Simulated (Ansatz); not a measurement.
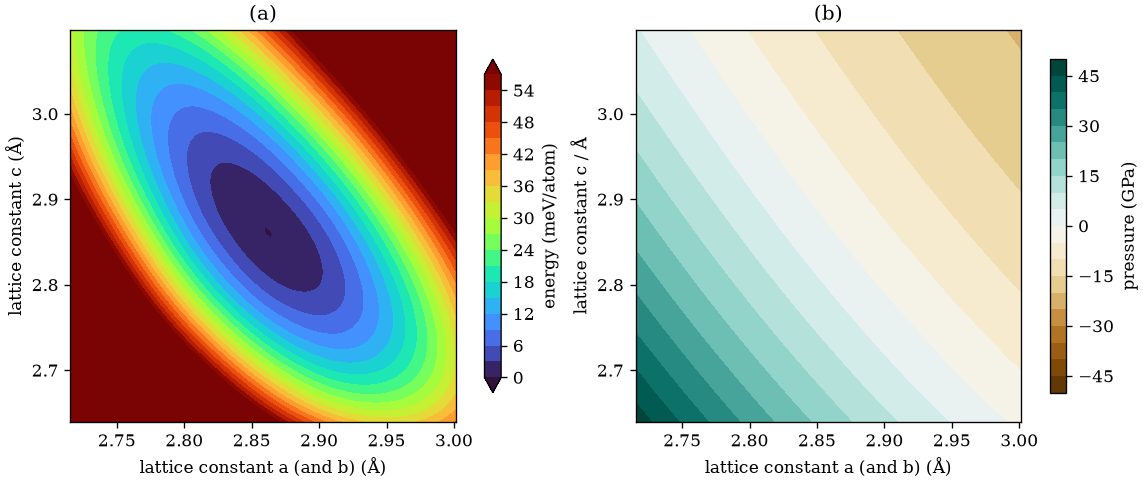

AlNi (P4/mmm, No. 123; 2 atoms in the cell). The energy is mapped over the lattice constants a and c of the conventional cell. The first coordinate is: lattice constant a (and b); the second: lattice constant c. Nothing is relaxed (symmetry fixes all fractional coordinates). The grid has 7 × 7 points. All energies are given in meV/atom relative to the lowest grid point. The runs have no spin polarisation; a magnetic state may lie lower. The calculation used DFT PBEsol, scalar-relativistic, plane waves, PAW (Ansatz 0.2.0). Settings: cutoff 520 eV, k-mesh 16×16×16, gaussian smearing 0.15 eV, no spin polarisation.

Panel (a) is the energy; panel (b) is the computed pressure, in GPa.

The picture shows filled contours, one colour for all values above the top of the scale. Between grid points the surface is interpolated.

### How does the pressure vary over the map, and what is it at the lowest grid point?

It runs from −21 GPa at lattice constant a (and b) = 3.001 Å, lattice constant c = 3.098 Å to 48 GPa at lattice constant a (and b) = 2.716 Å, lattice constant c = 2.639 Å. At the lowest grid point, lattice constant a (and b) = 2.858 Å, lattice constant c = 2.869 Å, it is 0 GPa.

```tsv
lattice constant c ↓, lattice constant a (and b) →	2.716	2.763	2.811	2.858	2.906	2.954	3.001
3.098	5	−1	−6	−11	−15	−18	−21
3.022	10	3	−3	−8	−12	−16	−19
2.945	16	8	1	−4	−9	−13	−16
2.869	22	14	6	0	−5	−10	−14
2.792	30	20	12	5	−1	−6	−10
2.716	38	28	19	11	4	−1	−6
2.639	48	36	26	18	10	4	−1
```

PAW datasets: the set soft_1.
